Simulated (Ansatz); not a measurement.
# Single-point calculation, with input and output: GaSb (part 2 of 2)

The same run, continued: GaSb (slab, 16 atoms in the cell); DFT PBE, scalar-relativistic, plane waves, PAW, no spin polarisation (Ansatz 0.2.0); cutoff 420 eV, 3×3×1 k-mesh, Gaussian smearing of 0.1 eV. The structure derives from an entry of the Crystallography Open Database. It belongs to a series of runs on one base structure; here: the slab at its places in the relaxed adsorbed structure.

Geometry of the input (Å; fractional positions):
```
8.7877  0.0000  0.0000
-4.3938  7.6104  0.0000
0.0000  0.0000  22.4845
Sb 0.5000  0.0000  0.3558
Sb 0.5000  0.5000  0.3558
Sb 0.0000  0.0000  0.3558
Sb 0.0000  0.5000  0.3558
Ga 0.1667  0.8333  0.3957
Ga 0.1667  0.3333  0.3957
Ga 0.6667  0.8333  0.3957
Ga 0.6667  0.3333  0.3957
Sb 0.6671  0.8319  0.5199
Sb 0.6599  0.3217  0.5187
Sb 0.1778  0.8392  0.5188
Sb 0.1768  0.3220  0.5163
Ga 0.3282  0.6535  0.5547
Ga 0.3365  0.1626  0.5680
Ga 0.8380  0.6615  0.5435
Ga 0.8451  0.1709  0.5546
```

### Output, continued
```
  k-point 1: bands = ["-29.7246", "-29.7091", "-29.7045", "-29.7038", "-29.6943", "-29.6874", "-29.6871", "-29.6786", "-29.6776", "-29.6746", "-29.6734", "-29.6675", "-29.6665", "-29.6616", "-29.6602", "-29.6502", "-29.6337", "-29.6324", "-29.6266", "-29.6200", "-28.9332", "-28.9312", "-28.9173", "-28.9155", "-28.9137", "-28.8980", "-28.8974", "-28.8972", "-28.8961", "-28.8743", "-28.8740", "-28.8735", "-28.8731", "-28.8726", "-28.8721", "-28.8381", "-28.8373", "-28.8074", "-28.8066", "-28.8027", "-16.0787", "-16.0350", "-16.0341", "-15.9714", "-15.9685", "-15.9608", "-15.9528", "-15.9456", "-15.9414", "-15.9401", "-15.9359", "-15.8685", "-15.8671", "-15.8608", "-15.8534", "-15.7482", "-15.7479", "-15.7423", "-15.6858", "-15.6834", "-15.3447", "-15.3084", "-15.3050", "-15.3029", "-15.2973", "-15.2769", "-15.2719", "-15.2678", "-15.2647", "-15.2618", "-15.2458", "-15.2422", "-15.2386", "-15.2366", "-15.2114", "-15.2102", "-15.2052", "-15.2015", "-15.1836", "-15.1829", "-11.3118", "-10.7044", "-10.2946", "-10.2291", "-10.1945", "-9.5962", "-9.1943", "-9.1558", "-7.0210", "-6.9676", "-6.4733", "-6.2688", "-6.2162", "-5.5989", "-5.4832", "-3.8137", "-3.6719", "-3.5470", "-3.3183", "-3.0737", "-2.9624", "-2.7836", "-2.7269", "-2.6969", "-2.6113", "-2.0117", "-1.6504", "-1.6197", "-1.4488", "-1.2417", "-1.1312", "-1.0332", "-0.5691", "-0.3100", "-0.1248", "0.3836", "0.7382", "0.9320", "1.4639", "1.5898", "1.6607", "1.7747", "1.9614", "2.1829", "2.5046", "2.7484", "2.9011", "2.9339", "3.1781", "3.2000", "3.4197", "3.4583", "3.6296", "3.7299", "3.9950"]
  k-point 2: bands = ["-29.7246", "-29.7091", "-29.7045", "-29.7038", "-29.6943", "-29.6874", "-29.6871", "-29.6786", "-29.6776", "-29.6746", "-29.6734", "-29.6674", "-29.6666", "-29.6616", "-29.6602", "-29.6502", "-29.6337", "-29.6324", "-29.6266", "-29.6200", "-28.9332", "-28.9312", "-28.9173", "-28.9155", "-28.9137", "-28.8980", "-28.8974", "-28.8972", "-28.8961", "-28.8743", "-28.8740", "-28.8735", "-28.8731", "-28.8726", "-28.8721", "-28.8381", "-28.8373", "-28.8074", "-28.8066", "-28.8027", "-16.0787", "-16.0350", "-16.0341", "-15.9713", "-15.9685", "-15.9608", "-15.9528", "-15.9457", "-15.9414", "-15.9401", "-15.9359", "-15.8685", "-15.8671", "-15.8608", "-15.8534", "-15.7482", "-15.7479", "-15.7423", "-15.6858", "-15.6834", "-15.3447", "-15.3085", "-15.3049", "-15.3028", "-15.2973", "-15.2769", "-15.2719", "-15.2678", "-15.2647", "-15.2617", "-15.2458", "-15.2422", "-15.2385", "-15.2366", "-15.2114", "-15.2103", "-15.2052", "-15.2015", "-15.1836", "-15.1829", "-11.3118", "-10.7047", "-10.2940", "-10.2292", "-10.1944", "-9.5961", "-9.1942", "-9.1561", "-7.0216", "-6.9689", "-6.4721", "-6.2682", "-6.2157", "-5.5986", "-5.4838", "-3.8140", "-3.6726", "-3.5466", "-3.3191", "-3.0723", "-2.9617", "-2.7831", "-2.7265", "-2.6963", "-2.6113", "-2.0123", "-1.6512", "-1.6199", "-1.4481", "-1.2433", "-1.1325", "-1.0332", "-0.5701", "-0.3096", "-0.1254", "0.3842", "0.7386", "0.9318", "1.4646", "1.5928", "1.6628", "1.7797", "1.9584", "2.1819", "2.4987", "2.7460", "2.9027", "2.9347", "3.1792", "3.2017", "3.4190", "3.4578", "3.6294", "3.7308", "3.9948"]
  k-point 4: bands = ["-29.7246", "-29.7091", "-29.7048", "-29.7035", "-29.6943", "-29.6875", "-29.6870", "-29.6788", "-29.6774", "-29.6744", "-29.6734", "-29.6679", "-29.6664", "-29.6620", "-29.6597", "-29.6502", "-29.6337", "-29.6324", "-29.6265", "-29.6200", "-28.9331", "-28.9312", "-28.9173", "-28.9155", "-28.9137", "-28.8984", "-28.8979", "-28.8970", "-28.8955", "-28.8745", "-28.8739", "-28.8737", "-28.8729", "-28.8728", "-28.8718", "-28.8381", "-28.8373", "-28.8074", "-28.8066", "-28.8027", "-16.0786", "-16.0349", "-16.0341", "-15.9738", "-15.9660", "-15.9597", "-15.9543", "-15.9470", "-15.9426", "-15.9377", "-15.9355", "-15.8707", "-15.8677", "-15.8588", "-15.8527", "-15.7483", "-15.7479", "-15.7423", "-15.6857", "-15.6835", "-15.3447", "-15.3100", "-15.3054", "-15.3006", "-15.2968", "-15.2783", "-15.2735", "-15.2664", "-15.2658", "-15.2596", "-15.2441", "-15.2440", "-15.2378", "-15.2375", "-15.2127", "-15.2109", "-15.2034", "-15.2009", "-15.1837", "-15.1832", "-11.3125", "-10.7069", "-10.2611", "-10.2568", "-10.1944", "-9.5955", "-9.1827", "-9.1709", "-7.0264", "-6.9887", "-6.4514", "-6.2378", "-6.2346", "-5.5806", "-5.5053", "-3.8102", "-3.6336", "-3.5962", "-3.3519", "-3.0120", "-2.9803", "-2.7809", "-2.7328", "-2.6716", "-2.6125", "-2.0190", "-1.6197", "-1.6191", "-1.5055", "-1.2110", "-1.1875", "-1.0305", "-0.5561", "-0.3229", "-0.1411", "0.4077", "0.7414", "0.8823", "1.5072", "1.6191", "1.7056", "1.8039", "2.0427", "2.0891", "2.4867", "2.6475", "2.9002", "2.9473", "3.2014", "3.2311", "3.4114", "3.5361", "3.5518", "3.7381", "3.9991"]
```

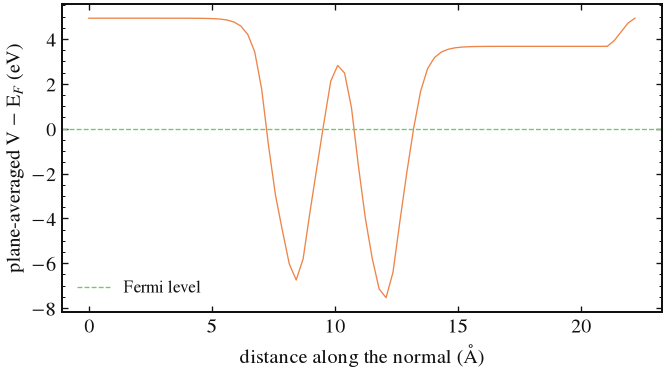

*Plane average of the electrostatic potential energy of an electron across the cell, from the Fermi level.*

The vacuum level lies 3.67 eV above the Fermi level on the upper side and 4.93 eV on the lower.

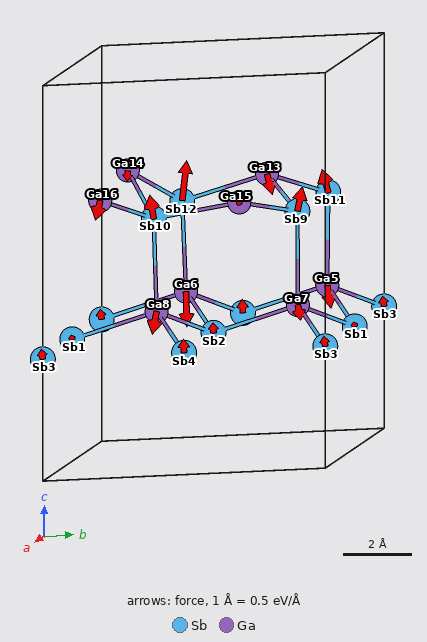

*Forces on the atoms as red arrows (ball-and-stick view of the cell of the calculation, with the vacuum cut short, seen slightly off an axis; atoms are numbered from 1 in the order of the input).*

The largest act on Sb12 (0.61 eV/Å); Ga6 (0.54 eV/Å); Sb10 (0.39 eV/Å); Sb9, Sb11 (0.38 eV/Å), among others. The geometry is not a stationary point of this energy.

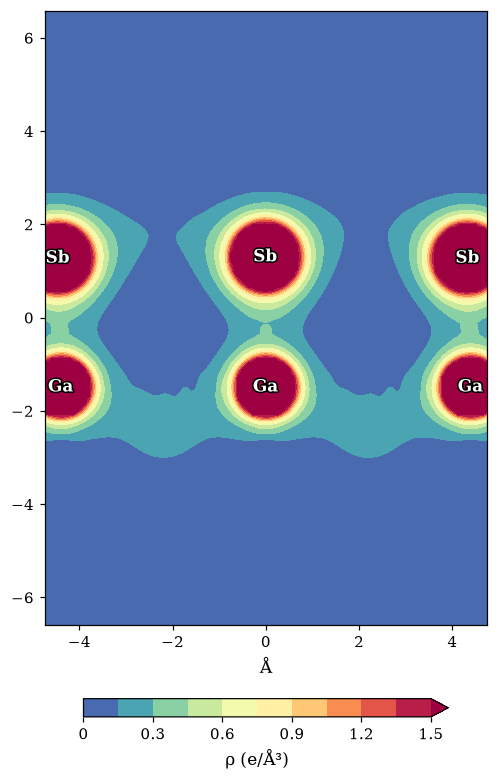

*Valence pseudo-density on the (100) plane of the calculation cell, a cut from vacuum to vacuum.*

The section cuts through Ga and Sb sites. Ga–Sb (2.77 Å): the density is about 0.31 e/Å³ at the midpoint. The density dies away to nearly zero in the vacuum. In a PAW calculation such maps are meaningful between the atoms, not at the nuclei.

### Key numbers

| quantity | value |
| --- | --- |
| outcome | converged |
| electrons treated | 224 |
| free energy | −82137.5768 eV |
| work function, top face | 3.67 eV |
| work function, bottom face | 4.93 eV |
| Fermi energy | −0.652 eV |
| gap on the k-point mesh | none (metallic) |
| work function (upper face) | 3.67 eV |
| largest force (length of the vector) | 0.610 eV/Å |
| wall time | 42 s (CPU time 2.7 min) |
| peak memory | 3.6 GiB |
